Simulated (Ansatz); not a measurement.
# TiO$_{2}$: what the fields show

```
CELL_PARAMETERS angstrom
-3.77794 0.00000 0.00000
0.00000 0.00000 19.16560
0.00000 3.77794 0.00000
ATOMIC_POSITIONS crystal
Ti 0.00000 0.68750 0.75000
Ti 0.50000 0.18750 0.75000
Ti 0.00000 0.93750 0.25000
Ti 0.50000 0.43750 0.25000
Ti 0.00000 0.06250 0.75000
Ti 0.50000 0.56250 0.75000
Ti 0.00000 0.31250 0.25000
Ti 0.50000 0.81250 0.25000
O 0.00000 0.04115 0.25000
O 0.50000 0.54115 0.25000
O 0.00000 0.29115 0.75000
O 0.50000 0.79115 0.75000
O 0.00000 0.16615 0.75000
O 0.50000 0.66615 0.75000
O 0.00000 0.41615 0.25000
O 0.50000 0.91615 0.25000
O 0.00000 0.95885 0.75000
O 0.50000 0.45885 0.75000
O 0.00000 0.70885 0.25000
O 0.50000 0.20885 0.25000
O 0.00000 0.58385 0.75000
O 0.50000 0.08385 0.75000
O 0.00000 0.83385 0.25000
O 0.50000 0.33385 0.25000
```

Space group Cmcm; not relaxed (largest force 1.6 eV/Å); computed pressure about −4 GPa in this cell; computed without spin polarisation.

Computed with DFT r2SCAN, scalar-relativistic, plane waves, PAW (Ansatz 0.2.0).

Core electrons are frozen (PAW), and the valence fields are smoothed inside the atomic spheres.

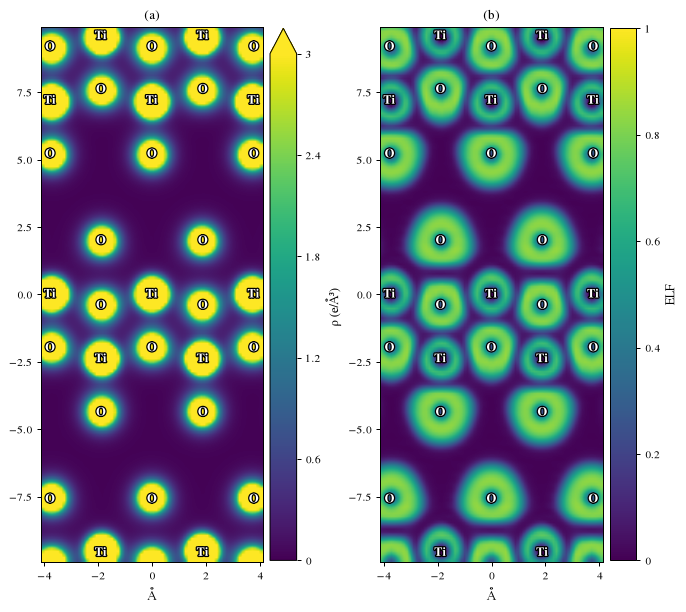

Figure 1. (a) valence charge density (pseudo); (b) ELF on the (001) plane of the conventional cell.

Q: What does the map show?

A: Atoms in the plane: Ti and O.
Ti–O (1.93 Å): ρ is about 0.75 e/Å³ halfway; the ELF peaks at about 0.85 in the valence shell of O, 0.6 Å from its nucleus, and is about 0.25 at the midpoint; no localised pair shows between them.
Ti–O (1.99 Å): ρ is about 0.67 e/Å³ halfway; the ELF peaks at about 0.85 in the valence shell of O, 0.6 Å from its nucleus, and is about 0.25 at the midpoint: no shared electron pair shows on this line.
Between the atoms the lowest density in this plane is 0.02 e/Å³.
The features right at Ti lie inside the PAW spheres, where the map follows smoothed inner orbitals and isn't to be read closely.

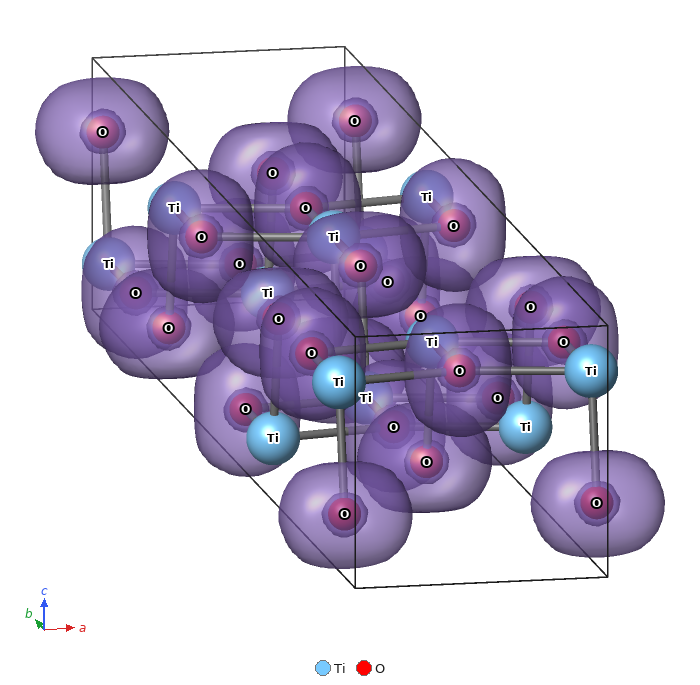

Figure 2. Isosurface of the electron localisation function at 0.65 (purple), seen slightly off an axis. Core shells and regions of very low density are left out. Sticks mark near contacts.

Q: Where are the electrons localised?

A: The surface consists of 16 regions wrapped around O (the valence shell of each), counted in one cell of 24 atoms. Regions shared between cells count once.

Q: Does the calculation make it a metal, or give it a gap?

A: It is gapped, with a Kohn–Sham gap of 2.3 eV on the k-point mesh (the band edges may lie off the mesh, which would make the gap smaller).
